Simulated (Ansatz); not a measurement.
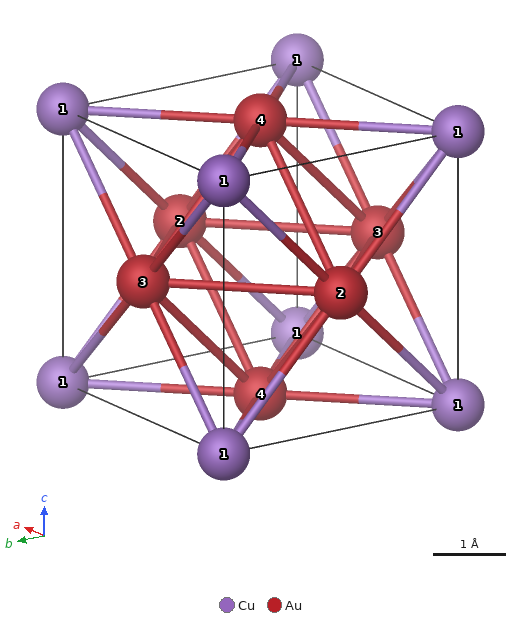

Fig. 1: The structure (ball-and-stick view of the cell of the calculation, seen at an oblique angle; atoms are numbered from 1 in the order of the input). An atom can appear more than once, as a periodic image.

**Run report: CuAu3, field-gradient calculation**

- system: CuAu3 (P4/mmm, 4 atoms in the cell)
- method: DFT, LDA, all-electron PAW with datasets made for the crystal, scalar-relativistic, no spin polarisation (Ansatz 0.2.0)

The structure derives from an entry of the Crystallography Open Database. It belongs to a series of runs on one base structure; here: zz strain of +1 %, crystal datasets. Figures and captions count atoms from 1; the log counts them from 0 in places.

## Output
```
hamiltonian.pseudopotentials.datasets: crystal makes datasets for this crystal and solves the spheres of its atoms anew in each pass: cutoff 260.0 eV, the density's 1040.0 eV; recipe 6c01615d888e.33, for an error of 0.50 meV an atom under PBE, 2.0 meV for the cell; an energy difference from a run of another recipe may be off by several times the error for the cell, under r2SCAN by more, where some 0.1 meV an atom stays at smaller errors; Cu in spheres of 1.376 Å, 11 of its electrons in bands, 8 on its site; Au in spheres of 1.376 Å, 11 of its electrons in bands, 8 on its site; only band paths and densities of states list, in semicore columns, the levels of the semicore shells that are solved separately: 3s of Cu, 3p of Cu, 5s of Au, 5p of Au
band count auto-derived: 29 (N_el = 44.0; filled up to band 22; 27 by the electrons, moments and atoms)
Au: output.efg is read without spin–orbit coupling, which moves field gradients at and beside such atoms by some per cent and up to a factor of two; PAW files take it under magnetization.noncollinear and magnetization.spin_orbit
Engine: ansatz 0.2.0, aarch64-unknown-linux-gnu
Pseudopotentials: kind: all_electron
Pseudopotential: Cu, paw, valence charge 19, recommended cutoff 260 eV (normal), crystal/all_electron/lda/scalar/gaussian/Cu, Koelling and Harmon's equation, gaussian nucleus
Pseudopotential: Au, paw, valence charge 19, recommended cutoff 260 eV (normal), crystal/all_electron/lda/scalar/gaussian/Au, Koelling and Harmon's equation, gaussian nucleus
Functional definition: SPW92
  exchange = slater_x
  correlation = pw_c
Crystal: 4 atoms, lattice volume = 63.675 Å³
Basis set: ecut = 260 eV, 619 PW (Γ)
Bands: 29, of which v1, the nominal top of the filled ones, is band 22 counted from 1 (21 counted from 0)
Symmetry: 16 space group operations
Space group: P4/mmm (ITA 123), of the structure as read, at distance tolerance 4.0e-5 Å
k-points: 75 of 729
Non-local potential: Cu, projectors of the file, l = 0: 1, l = 1: 1, l = 2: 2
Non-local potential: Au, projectors of the file, l = 0: 1, l = 1: 1, l = 2: 2
PAW form: soft (Blöchl's): semilocal exchange-correlation on the pseudo side does not see the compensation charge
PAW one-centre angular grid: Cu, 590 points (default); XC on its mesh's 1925 points in the sphere
PAW one-centre angular grid: Au, 590 points (default); XC on its mesh's 1815 points in the sphere
Initial density: superposition of atomic densities (neutral atoms: chi_scale 0, normalization atom)
Initial wavefunctions: pseudopotential atomic-orbital guess
Functional: x = slater, c = lda
iter 1 solved again at ethr=1.69e-2 eV; its pass at ethr=1.00e-1 eV (dr2=7.43e0 eV) is discarded
SCF iter   1: F=—  HF=-1595789.200418 eV  |F-HF|=—  |Δ(HF+E_count)|=         —  Δρ=1.10e-1  dr2=7.69e0  ethr=1.69e-2  ⟨swp⟩=2.6  Hψ=11457  notcnv=0
preconditioner: auto → Kerker (q_TF=auto, 2.565 Å⁻¹)  [metal: Δε(μ)=0.016 eV  Ē_g=9.202 eV  σ=0.050 eV  W_gap=0.08  n_scr=18 (ndim 8)  ℏωp=30.9 eV  f_vac=0.000  D(μ)=1.45/eV (n_scr^D=6)]
SCF iter   2: F=—  HF=-1595788.320429 eV  |F-HF|=—  |Δ(HF+E_count)|=   8.80e-1  Δρ=6.48e-2  dr2=3.49e0  ethr=1.69e-2  ⟨swp⟩=3.0  Hψ=4737  notcnv=0
SCF iter   3: F=—  HF=-1595788.738005 eV  |F-HF|=—  |Δ(HF+E_count)|=   4.18e-1  Δρ=1.20e-1  dr2=1.16e1  ethr=7.94e-3  ⟨swp⟩=3.5  Hψ=5308  notcnv=1  defer=2  recentre
iter 4 solved again at ethr=6.16e-4 eV; its pass at ethr=7.94e-3 eV (dr2=2.71e-1 eV) is discarded
SCF iter   4: F=—  HF=-1595786.935077 eV  |F-HF|=—  |Δ(HF+E_count)|=    1.80e0  Δρ=1.84e-2  dr2=2.77e-1  ethr=6.16e-4  ⟨swp⟩=2.3  Hψ=9497  notcnv=0  defer=2
SCF iter   5: F=—  HF=-1595787.023873 eV  |F-HF|=—  |Δ(HF+E_count)|=   8.88e-2  Δρ=6.53e-3  dr2=1.94e-2  ethr=6.16e-4  ⟨swp⟩=3.1  Hψ=5138  notcnv=0  defer=4
SCF iter   6: F=—  HF=-1595787.056741 eV  |F-HF|=—  |Δ(HF+E_count)|=   3.29e-2  Δρ=2.44e-3  dr2=3.87e-3  ethr=4.41e-5  ⟨swp⟩=3.2  Hψ=6079  notcnv=0  defer=7
SCF iter   7: F=—  HF=-1595787.061277 eV  |F-HF|=—  |Δ(HF+E_count)|=   4.54e-3  Δρ=9.66e-4  dr2=6.28e-4  ethr=8.79e-6  ⟨swp⟩=2.1  Hψ=3864  notcnv=0  defer=4
SCF iter   8: F=—  HF=-1595787.061210 eV  |F-HF|=—  |Δ(HF+E_count)|=   6.68e-5  Δρ=4.71e-4  dr2=1.69e-4  ethr=1.43e-6  ⟨swp⟩=2.1  Hψ=4582  notcnv=0  defer=4
SCF iter   9: F=—  HF=-1595787.061172 eV  |F-HF|=—  |Δ(HF+E_count)|=   3.79e-5  Δρ=8.83e-5  dr2=6.74e-6  ethr=3.84e-7  ⟨swp⟩=3.0  Hψ=4142  notcnv=0  defer=2
SCF iter  10: F=—  HF=-1595787.061171 eV  |F-HF|=—  |Δ(HF+E_count)|=   1.40e-6  Δρ=3.10e-5  dr2=1.11e-6  ethr=1.53e-8  ⟨swp⟩=2.8  Hψ=3951  notcnv=0  defer=1
SCF iter  11: F=—  HF=-1595787.061171 eV  |F-HF|=—  |Δ(HF+E_count)|=   1.08e-7  Δρ=3.85e-5  dr2=1.32e-6  ethr=2.52e-9  ⟨swp⟩=3.0  Hψ=4227  notcnv=0  defer=1  recentre
SCF iter  12: F=-1595787.061171 eV  HF=-1595787.061171 eV  |F-HF|=7.22e-9  |Δ(HF+E_count)|=   4.34e-7  Δρ=3.73e-6  dr2=1.56e-8  ethr=2.52e-9  ⟨swp⟩=3.0  Hψ=4268  notcnv=0  defer=1
SCF 1 converged in 12 iterations: F = -1595787.061201 eV  dr2 = 1.56e-8
  Residual-converged pass: ⟨swp⟩=3.0  Hψ=4632  notcnv=0  max |occ|·‖R‖ = 6.6e-6 eV (tolerance 6.7e-6 eV)  dr2=1.55e-8  dr2_onsite=1.15e-8  max |Δocc| = 7.0e-11
  greatest PAW one-centre occupation: 0.953 electrons in one spin orbital (limit 2), on the Cu atom at site 0 (counted from 0), in its partial waves of l = 2
```

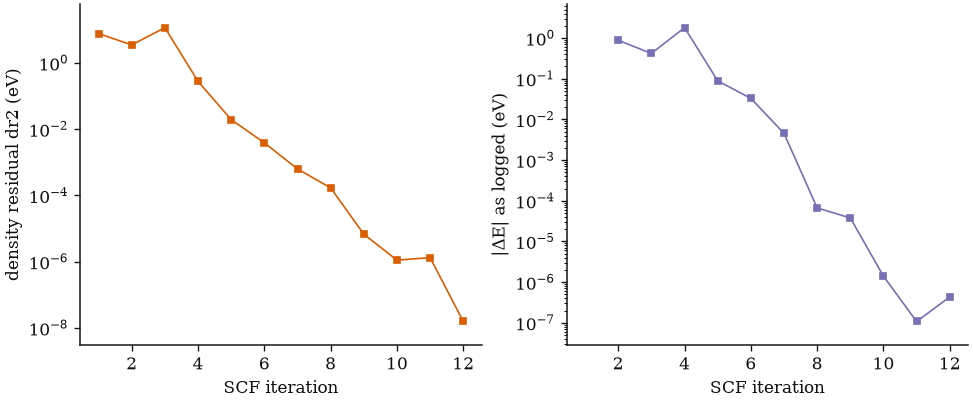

Fig. 2: Convergence of the self-consistent field: density residual dr2 and size of the energy change against the SCF iteration. The residual comes down, with one marked jump up, by a factor of about 3, at step 3.

```
SCF converged after 12 iterations
Free energy (F): -1595787.061201 eV
Harris-Foulkes:  -1595787.061201 eV  (|F-HF|=7.22e-9)
Internal energy: -1595787.052814 eV  (E = F + TS)
E sigma→0 (E₀):  -1595787.057008 eV
Entropy (-TS):   -0.008387 eV (-2.097 meV/atom)
Past the cutoff: the bands carry plane waves up to 1.75 times it, of which those up to 1.5 times it add -0.000700 eV an atom, each by itself; the spheres take 0.000569 eV an atom off the energy for waves past 1.75 times it
By the cutoff:   a pressure is off by up to 0.011 GPa (1.2 times the spheres' own share and the shells' term, over an atom's volume, and 0.004 GPa: a bound that held against runs at twice the plane waves)
Past the cutoffs: a stress includes 0.0019 GPa for waves and charges beyond them, in addition to the slope of what the spheres take
In the spheres:  the bands' charges fall short by 6.6e-7 e at most (sound up to 1e-3), those of shells solved beside the bands by 3.5e-7 e (sound up to 5e-4)
Fermi energy:    22.952646 eV
--- Per-component energies (eV) ---
  E_band       = 835.622168
  E_kinetic    = 585.279637
  E_local      = -6097.330561  (includes V_loc(G=0)·N_el)
  E_nonlocal   = 718.844231
  E_hartree    = 3309.263675
  E_xc         = -259.605757
  E_vxc        = -310.394293  (∫ρ·V_xc dr)
  E_paw        = -1607805.369820  (= ΣΔE_a)
  E_vpaw       = -26378.050483  (= ΣTr[D̂ρ^β])
  E_ewald      = -11936.885849
  E_smearing   = -0.008387  (= −TS)
  E_closure    = 25698.751629  (closes the sum)
  Σ components = -1595787.061201   (vs F -1595787.061201, Δ=0.00e0)
  The terms above E_closure are by the made datasets' own strengths, without shells solved beside the bands.
--- Forces (eV/Å), atoms counted from 1 ---
  atom   1  Cu    -0.00000000     0.00000000     0.00000000
  atom   2  Au    -0.00000000     0.00000000     0.00000000
  atom   3  Au    -0.00000000     0.00000000     0.00000000
  atom   4  Au    -0.00000000     0.00000000     0.00000000
  max |Σ_I F_I| component: 4.48e-29 eV/Å
--- Stress (GPa, compression-positive) ---
       -7.072939       0.000000       0.000000
        0.000000      -7.072939       0.000000
        0.000000       0.000000      -7.394501
  P = ⅓ Tr σ = -7.1801 GPa (-71.801 kbar)
  It holds what live shells' own plane waves past their cutoff add
--- PAW observables at the nuclei: V_zz in 10²¹ V/m², potentials from the cell's mean, atoms counted from 1 ---
  atom   1  Cu V_zz =    +0.019322   η = 0.0000   by run symmetry: allowed
            electrostatic potential = -3765.380926 V   contact ρ = 146835.154797 e/Å³
  atom   2  Au V_zz =    -4.673189   η = 0.0768   by run symmetry: allowed
            electrostatic potential = -16454.431412 V   contact ρ = 13020486.588617 e/Å³
  atom   3  Au V_zz =    -4.673189   η = 0.0768   by run symmetry: allowed
            electrostatic potential = -16454.431411 V   contact ρ = 13020486.588581 e/Å³
  atom   4  Au V_zz =    -4.768263   η = 0.0000   by run symmetry: allowed
            electrostatic potential = -16454.444258 V   contact ρ = 13020486.956133 e/Å³
--- Band table (eV; the first three rows and the last of 75) ---
  k-point 0: bands = ["13.0421", "15.5418", "16.3413", "16.3593", "16.3593", "16.4458", "16.4841", "18.8242", "18.8793", "18.8793", "20.0827", "20.1617", "21.0743", "21.2834", "21.2859", "21.4210", "21.4210", "21.4755", "21.4755", "21.4797", "21.5035", "23.8210", "23.9952", "23.9952", "28.6713", "28.8687"]
  k-point 1: bands = ["13.1851", "15.6269", "16.3790", "16.4354", "16.4354", "16.4675", "16.5910", "18.7675", "18.8983", "18.8983", "19.9868", "20.1794", "20.9682", "20.9937", "20.9937", "21.2218", "21.2577", "21.3832", "21.3832", "21.4799", "21.5036", "22.9527", "24.5330", "24.5330", "28.8297", "29.0280"]
  k-point 2: bands = ["13.6019", "15.8605", "16.4829", "16.5112", "16.6603", "16.6603", "16.8955", "18.6160", "18.9297", "18.9297", "19.7108", "20.2120", "20.2120", "20.2197", "20.6596", "21.0206", "21.1565", "21.1565", "21.1920", "21.4245", "21.4805", "21.5038", "25.6540", "25.6540", "28.7140", "28.7262"]
  k-point 74: bands = ["15.7758", "15.8217", "15.8818", "15.8883", "17.9727", "18.0063", "18.1048", "18.6857", "18.8321", "18.8446", "19.2895", "19.3535", "20.6030", "20.6179", "20.8510", "21.1011", "21.2142", "21.2348", "21.2938", "21.2978", "21.3094", "22.3257", "22.4390", "22.4436", "25.9716", "25.9910"]
```

The run was set up as follows.

## Input file
```yaml
crystal:
  lattice:
    - [3.98, 0.0, 0.0]
    - [0.0, 3.98, 0.0]
    - [0.0, 0.0, 4.0198]
  atoms:
    - { symbol: Cu, position: [0.0, 0.0, 0.0] }
    - { symbol: Au, position: [0.0, 0.5, 0.5] }
    - { symbol: Au, position: [0.5, 0.0, 0.5] }
    - { symbol: Au, position: [0.5, 0.5, 0.0] }
kpoints:
  mp_grid: { grid: [9, 9, 9] }
scf:
  occupations: { method: fermi_dirac, width: 0.05 }
hamiltonian:
  xc: lda
  pseudopotentials: { kind: all_electron, datasets: crystal }
output:
  forces: true
  stress: true
  eigenvalues: true
  efg: { contact_densities: true }
```

Launch command:
```bash
ansatz run input.yaml --threads 1 --pin off --max-ram 4096MiB --backend cpu --events-out ev --progress --plain --runs-dir out
```

## Results in brief

| quantity | value |
| --- | --- |
| outcome | converged |
| space group (tolerance 0.01 Å) | P4/mmm (123) |
| electrons in bands (core shells apart) | 44 |
| free energy | −1595787.0612 eV |
| Fermi energy | 22.953 eV |
| pressure | −7.18 GPa |
| field gradient V_zz (10²¹ V/m²) | Cu 0.0193, Au −4.67, Au −4.67, Au −4.77 |
| largest force (length of the vector) | under 0.001 eV/Å |
| hardware | 1 thread of Arm Neoverse N1, 24 GiB of memory available, shared host |
| wall time | 64 s |
| peak memory | 0.94 GiB |

## Notes

Warnings of the run: the field gradients leave out spin–orbit coupling. Spin–orbit coupling is left out, which matters for Au. The cell is under a tension of 7.2 GPa at this level, so it is not at its equilibrium volume.
